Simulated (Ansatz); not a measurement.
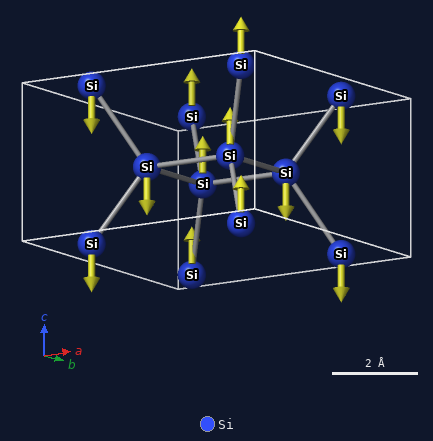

The lowest optical mode of crystalline Si, space group I4/mmm (No. 139), at the zone centre. The yellow arrows give the relative displacements of the atoms. A ball-and-stick model of the conventional cell (2 times the calculation's cell), seen from a free direction. Lengths and directions refer to the drawn axes.

Theory: DFT r2SCAN, scalar-relativistic, plane waves, PAW in Ansatz 0.2.0.

The input:
```yaml
crystal:
  lattice:
    - [-3.3273296539, 3.3273296539, 1.9218805228]
    - [3.3273296539, -3.3273296539, 1.9218805228]
    - [3.3273296539, 3.3273296539, -1.9218805228]
  atoms:
    - { symbol: Si, position: [0.1787531995, 0.1787531995, 0.3575063991] }
    - { symbol: Si, position: [0.8212468005, 0.8212468005, 0.642493601] }
    - { symbol: Si, position: [0.1787531995, 0.8212468005, 0.0] }
    - { symbol: Si, position: [0.8212468005, 0.1787531995, 0.0] }
basis:
  ecutwfc: 500
kpoints:
  mp_grid: { grid: [10, 10, 10] }
hamiltonian:
  xc: r2scan
scf:
  occupations: { method: gaussian, width: 0.05 }
output:
  eigenvalues: true
phonons:
  method: fd
  supercell: [1, 1, 1]
  amplitude: 0.02
  eigenvectors: true
  dielectric: false
```

Run as
```bash
ansatz run input.yaml --threads 2 --pin off --max-ram 5120MiB --backend cpu --events-out ev --progress --plain --runs-dir out
```

Frequencies are those without the non-analytic (LO–TO) term.

**Is the structure stable against all modes at this point?**

Yes: this softest mode has a real frequency, and so have all others here. That speaks for this wave vector alone: the rest of the zone wasn't checked in this run. This is the B₁u mode at 19.3 meV, the lowest optical level, silent by symmetry (neither infrared- nor Raman-active). All motion is along c; atoms of one kind move against one another, with no net shift of their sublattice; the Si–Si bond lengths don't change to first order, so for these it is a bending, tilting or sliding motion.
